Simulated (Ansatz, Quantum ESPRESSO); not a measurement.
# puckered SnSe, 1 layer against a metal electrode: the far face's level over the Fermi level at a withheld member of a series

**Set-up.** Quantum ESPRESSO 7.5, PBE, GBRV ultrasoft. The slab is relaxed neutral under PBE-D3(BJ), then held. ESM with bc3: vacuum below and a metal electrode about 6 Å above the top atoms. Fermi-Dirac smearing of 0.004 Ry and a dense mesh. Charges are set per cell from the starting area. The series steps the charge of the slab (positive: electrons removed).

| charge of the slab | far face's level over the Fermi level (eV) |
| --- | --- |
| 1 ×10¹³ e/cm² | 4.120 |
| 2 ×10¹³ e/cm² | 4.187 |
| 3 ×10¹³ e/cm² | 4.257 |
| 4.5 ×10¹³ e/cm² | 4.341 |
| 6 ×10¹³ e/cm² | 4.388 |
| 7 ×10¹³ e/cm² | 4.411 |

One more run was made and is withheld. What is the far face's level over the Fermi level at 8 ×10¹³ e/cm²?

**Worked estimate.** The rows at 6 ×10¹³ e/cm² and 7 ×10¹³ e/cm² give a slope of (4.411 − (4.388))/(7 − (6)) = 0.023, so a straight line gives 4.434 eV. A parabola through these and the row at 4.5 ×10¹³ e/cm² gives 4.427 eV.

What the calculation gave: 4.429 eV. The line misses by +0.005 and the parabola by −0.002 eV. The parabola does better.

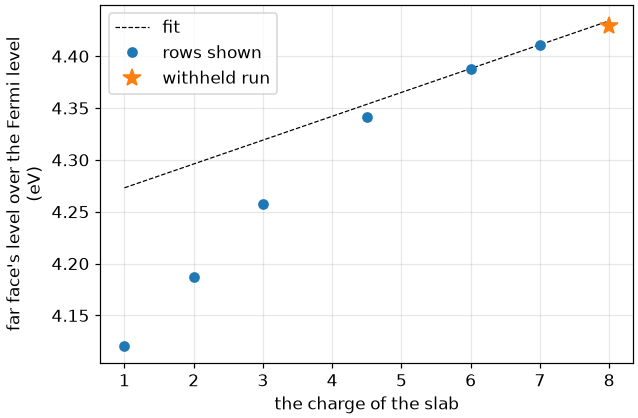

The rows shown, the fit and the withheld run.

**Limits.** Vacuum fills the gap; ions don't answer the charge; added electrons can spill towards the electrode at the most negative charges. Charges count on the starting cell, which the relaxation changed by some per cent. Members without a usable value, or on the other side of zero field or charge, are not listed.
